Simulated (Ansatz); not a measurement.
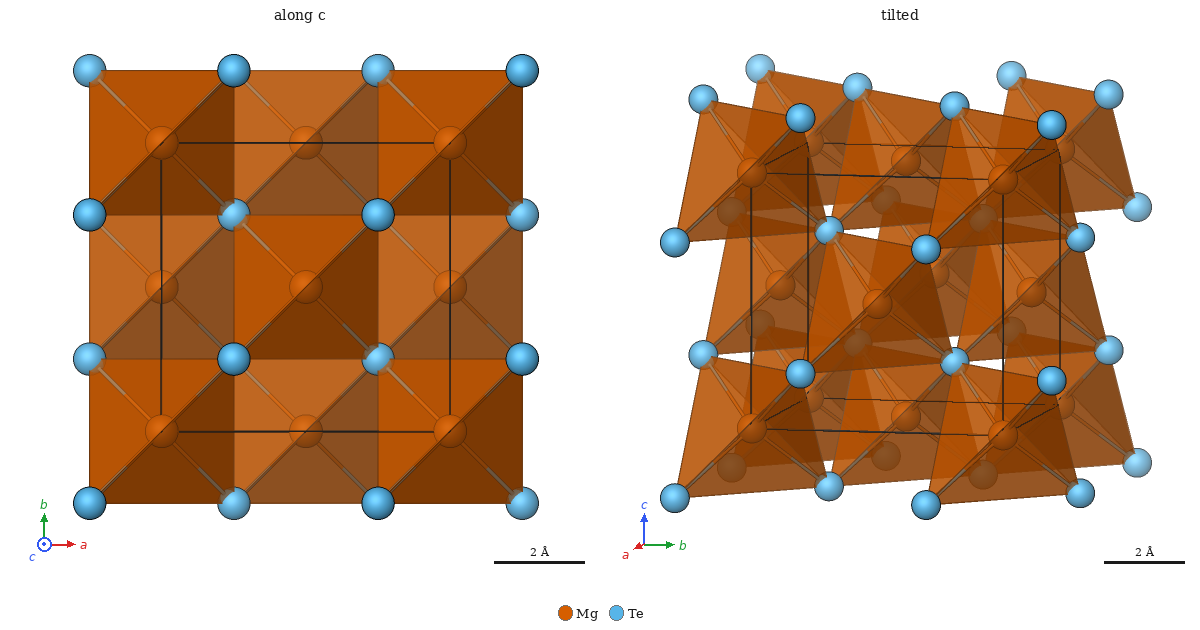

Polyhedral drawing of the structure, looking along the c axis and slightly off an axis. The edges of the conventional unit cell are marked. A few atoms beyond the faces are included.

MgTe, space group F-43m (No. 216), a = 6.47 Å, b = 6.47 Å, c = 6.47 Å, α = 90.00°, β = 90.00°, γ = 90.00°.

Computational set-up: G0W0 on PBE, plane waves, PAW (Ansatz 0.2.0), a kinetic-energy cutoff of 420 eV, k-points about 0.42 Å⁻¹ apart, no spin polarisation.

### What is the electronic character?

A semiconductor at this level, with a gap of 2.41 eV, direct.

It goes back to a structure listed in the Materials Project. Earlier steps of the study may have refined or changed the cell and positions. A calculation with Ansatz used it as input.
